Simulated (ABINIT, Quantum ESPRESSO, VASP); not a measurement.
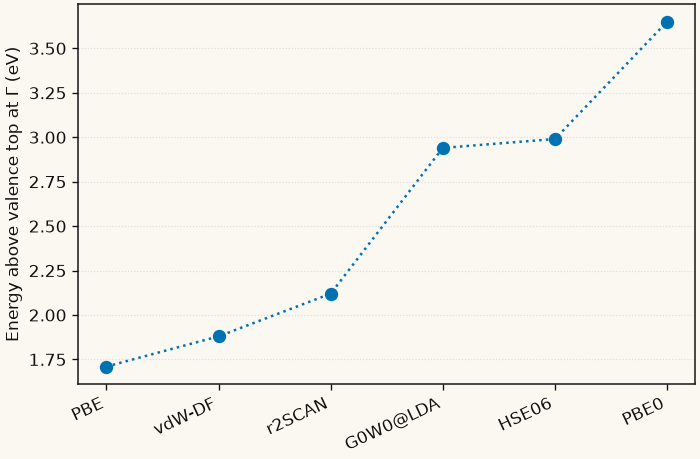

Lowest conduction level at Γ, counted from the valence-band top at Γ, by several methods on one cell of zincblende GaN, space group F-43m, 2 atoms in the primitive cell; cubic a = 4.507 Å. All runs are without spin-orbit coupling and carry no moments.

> How do the methods rank at Γ?

From low to high: PBE 1.71, vdW-DF 1.88, r2SCAN 2.12, G0W0@LDA 2.94, HSE06 2.99, PBE0 3.65 eV. Too close to rank are G0W0@LDA against HSE06 (different potentials, meshes and cutoffs).

| method | program | Γ (eV) |
| --- | --- | --- |
| PBE | ABINIT | 1.71 |
| vdW-DF | Quantum ESPRESSO | 1.88 |
| r2SCAN | ABINIT | 2.12 |
| G0W0@LDA | VASP | 2.94 |
| HSE06 | VASP | 2.99 |
| PBE0 | VASP | 3.65 |

Settings. PBE: JTH PAW PBE v2.0, 13×13×13 k mesh, 680 eV cutoff, Fermi-Dirac smearing of 0.05 eV (ABINIT). vdW-DF: PseudoDojo 0.4.1 SR PBE standard, 10×10×10 k mesh, 1143 eV cutoff, Fermi-Dirac smearing of 0.05 eV (Quantum ESPRESSO). r2SCAN: JTH PAW PBE v2.0, 8×8×8 k mesh, 816 eV cutoff, Fermi-Dirac smearing of 0.05 eV (ABINIT). G0W0@LDA: LDA, VASP PAW LDA potentials, release 64 (Ga_d_GW, N_GW), 6×6×6 k mesh, 500 eV cutoff, Gaussian smearing of 0.01 eV (VASP 6.6.1), G0W0 with GW iterations 1, cutoff of the response function 200 eV, frequency points 50 and empty bands 147. HSE06: VASP PAW PBE potentials, release 64 (Ga_d, N), 8×8×8 k mesh, 520 eV cutoff, Gaussian smearing of 0.02 eV (VASP). PBE0: VASP PAW PBE potentials, release 64 (Ga_d, N), 8×8×8 k mesh, 520 eV cutoff, Gaussian smearing of 0.02 eV (VASP).

These are six of the 33 methods that were run on this cell. Runs that lie over 0.07 eV from the median of the programs for their method weren't drawn. The runs come from different programs and meshes, which adds differences of its own. The usual form of GaN is wurtzite. LDA, GGA and most meta-GGA functionals understate gaps. r2SCAN, HSE06 and PBE0: the PAW data sets were made with another functional. HSE06 and PBE0: the k mesh is thin for exact exchange. vdW-DF: the potentials were made for another functional. G0W0@LDA: bands, screening cutoff and mesh are small and nothing is extrapolated, so the quasiparticle values aren't converged. The GW values are at finite bands, cutoffs and mesh, short of the basis limit.
